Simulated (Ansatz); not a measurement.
**A series of single points on Ti**

System: Ti (3 atoms in the cell).
Method: DFT, BLYP, plane waves (420 eV) with PAW, scalar-relativistic, no spin polarisation (Ansatz 0.2.0).

The 5 runs differ only in the geometry, by an even scaling of the cell at fixed fractional positions.

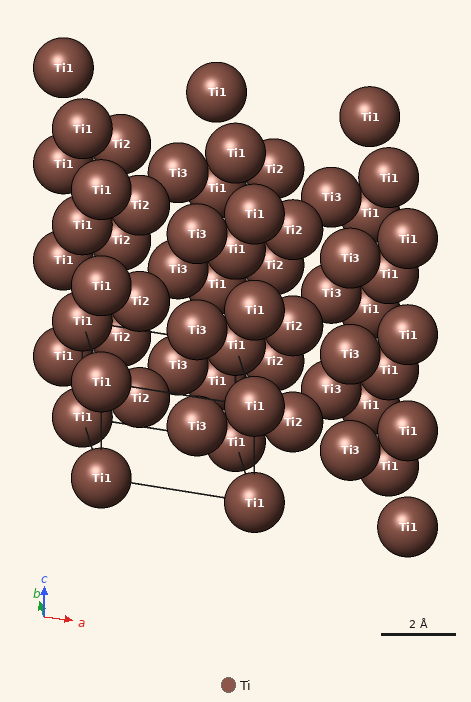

Figure 1. The structure of run 3 (spheres-only view of the cell of the calculation, repeated 2 × 2 × 3, seen at an oblique angle; atoms are numbered from 1 in the order of the input).

## Input of run 3
```yaml
crystal:
  lattice:
    - [4.5528800908, 0.0, 0.0]
    - [-2.2764400454, 3.942909819, 0.0]
    - [0.0, 0.0, 2.8178218744]
  atoms:
    - { symbol: Ti, position: [0.0, 0.0, 0.0] }
    - { symbol: Ti, position: [0.3333333333, 0.6666666667, 0.5] }
    - { symbol: Ti, position: [0.6666666667, 0.3333333333, 0.5] }
hamiltonian:
  xc: blyp
  pseudopotentials:
    kind: paw
    azcp:
      Ti: "pseudopotentials/Ti.paw.azcp"
basis:
  ecutwfc: 420
  fft_grid_basis: typed
kpoints:
  mp_grid: { grid: [9, 9, 12], shift: [0, 0, 0] }
magnetization:
  spin_polarized: false
scf:
  occupations: { method: fermi_dirac, width: 0.1 }
  lower_state_search: "off"
output:
  stress: true
```

Lattice vectors (Å) and fractional positions of run 3:
```
   4.552880    0.000000    0.000000
  -2.276440    3.942910    0.000000
   0.000000    0.000000    2.817822
Ti  0.000000  0.000000  0.000000
Ti  0.333333  0.666667  0.500000
Ti  0.666667  0.333333  0.500000
```

Run 2 differs from it as follows:
```diff
-    - [4.5528800908, 0.0, 0.0]
-    - [-2.2764400454, 3.942909819, 0.0]
-    - [0.0, 0.0, 2.8178218744]
+    - [4.4887464764, 0.0, 0.0]
+    - [-2.2443732382, 3.8873684797, 0.0]
+    - [0.0, 0.0, 2.7781289552]
```

## Results, with one run withheld

| run | volume per atom (Å³) | free energy per atom, from the lowest run given (meV) | pressure (GPa) |
| --- | --- | --- | --- |
| 1 | 15.456 | 92.46 | 16.96 |
| 2 | 16.159 | ? | ? |
| 3 | 16.861 | 1.25 | 4.62 |
| 4 | 18.267 | 0.00 | −3.80 |
| 5 | 19.672 | 60.15 | −9.54 |

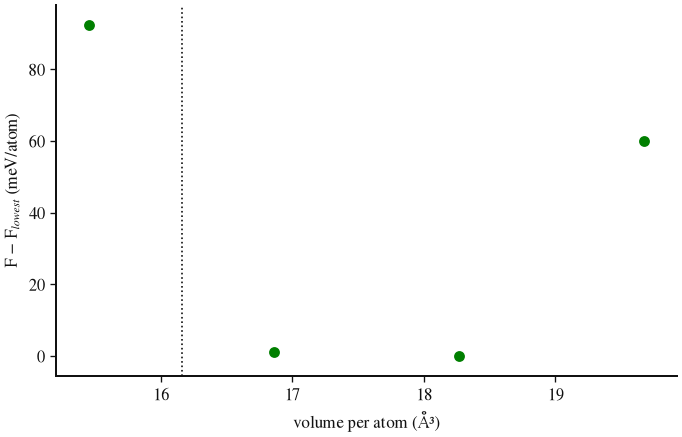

Figure 2. Free energy per atom of the runs given; the dotted line marks run 2.

What should run 2 give?

A quadratic polynomial in V^(−2/3) (the Birch–Murnaghan form), fitted to the 4 runs given, misses them by at most 0.23 meV per atom. With x = V^(−2/3) − 0.14866 Å⁻², it reads F = −8.3095 + 728.24 x + 5.8662e+05 x² (meV per atom). At run 2 it gives 33.01 meV per atom, and the run itself gives 33.37. The slope of the fit gives a pressure −dF/dV of 10.21 GPa there, and the run prints 10.21 GPa. The fit has its minimum at 17.556 Å³ per atom, where V d²F/dV² gives 104 GPa. Cell shape and fractional positions are held, so this is the stiffness under even scaling; the relaxed bulk modulus wasn't computed.

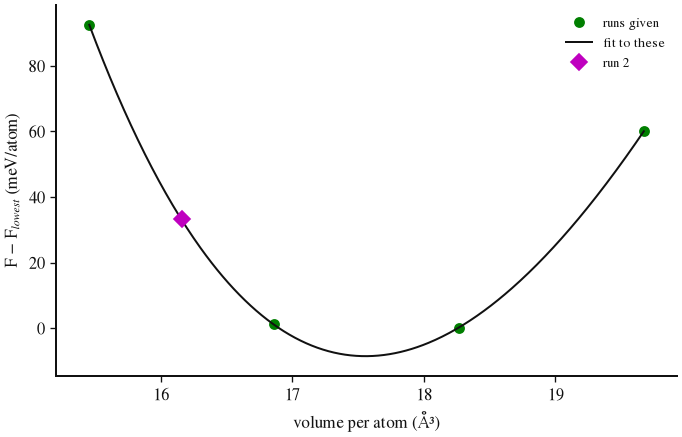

Figure 3. The fit and the withheld run.

## Output, shortened to warnings, some set-up lines, iterations and results (run 2)
```
Basis set: ecut = 420 eV, 939 PW (Γ), exchange–correlation on 64×64×40 points (8 copies of the dense FFT grid, shifted against one another)
Symmetry: 24 space group operations
k-points: 84 of 972
Initial density: superposition of atomic densities (neutral atoms: chi_scale 0, normalization atom), corrected by the library's trained network
[...]
SCF iter   1: F=—  HF=-7517.641756 eV  |F-HF|=—  |Δ(HF+E_count)|=         —  Δρ=1.55e-2  dr2=1.42e-1  ethr=1.77e-3  ⟨swp⟩=4.0  Hψ=6212  notcnv=0
SCF iter   2: F=—  HF=-7517.619084 eV  |F-HF|=—  |Δ(HF+E_count)|=   2.27e-2  Δρ=8.56e-3  dr2=5.17e-2  ethr=3.95e-4  ⟨swp⟩=2.0  Hψ=2692  notcnv=0
SCF iter   3: F=—  HF=-7517.611974 eV  |F-HF|=—  |Δ(HF+E_count)|=   7.11e-3  Δρ=9.43e-4  dr2=4.05e-4  ethr=1.44e-4  ⟨swp⟩=2.0  Hψ=2531  notcnv=0
SCF iter   4: F=—  HF=-7517.612037 eV  |F-HF|=—  |Δ(HF+E_count)|=   6.27e-5  Δρ=2.73e-4  dr2=2.17e-5  ethr=1.12e-6  ⟨swp⟩=2.3  Hψ=3254  notcnv=0
SCF iter   5: F=—  HF=-7517.612068 eV  |F-HF|=—  |Δ(HF+E_count)|=   3.18e-5  Δρ=5.46e-5  dr2=9.07e-7  ethr=6.03e-8  ⟨swp⟩=2.2  Hψ=3410  notcnv=0
SCF iter   6: F=—  HF=-7517.612070 eV  |F-HF|=—  |Δ(HF+E_count)|=   1.23e-6  Δρ=2.06e-5  dr2=3.40e-7  ethr=2.78e-10  ⟨swp⟩=4.0  Hψ=6278  notcnv=0
SCF iter   7: F=-7517.612070 eV  HF=-7517.612070 eV  |F-HF|=3.11e-9  |Δ(HF+E_count)|=   3.14e-8  Δρ=2.47e-6  dr2=1.57e-9  ethr=2.78e-10  ⟨swp⟩=2.1  Hψ=6148  notcnv=0
SCF 1 converged in 7 iterations: F = -7517.612070 eV  dr2 = 1.57e-9
SCF converged after 7 iterations
Free energy (F): -7517.612070 eV
Harris-Foulkes:  -7517.612070 eV  (|F-HF|=3.11e-9)
Internal energy: -7517.508378 eV  (E = F + TS)
E sigma→0 (E₀):  -7517.560224 eV
Entropy (-TS):   -0.103691 eV (-34.564 meV/atom)
Fermi energy:    14.864227 eV
--- Per-component energies (eV) ---
  E_band       = -411.846356
  E_kinetic    = 824.756945
  E_local      = -2339.108744  (includes V_loc(G=0)·N_el)
  E_nonlocal   = 26.402845
  E_hartree    = 975.372559
  E_xc         = -288.374700
  E_vxc        = -360.942447  (∫ρ·V_xc dr)
  E_paw        = -3169.669748  (= ΣΔE_a)
  E_vpaw       = -513.699112  (= ΣTr[D̂ρ^β])
  E_aug_tail   = 0.000326  (compensation charges beyond the density's cutoff)
  E_ewald      = -3546.938664
  E_core_change = 0.050803  (= ΣΔE_core)
  E_smearing   = -0.103691  (= −TS)
  E_closure    = 0.000000  (closes the sum)
  Σ components = -7517.612070   (vs F -7517.612070, Δ=0.00e0)
--- Stress (GPa, compression-positive) ---
       10.026383      -0.000000       0.000000
        0.000000      10.026383       0.000000
        0.000000       0.000000      10.567276
  P = ⅓ Tr σ = 10.2067 GPa (102.067 kbar)
```
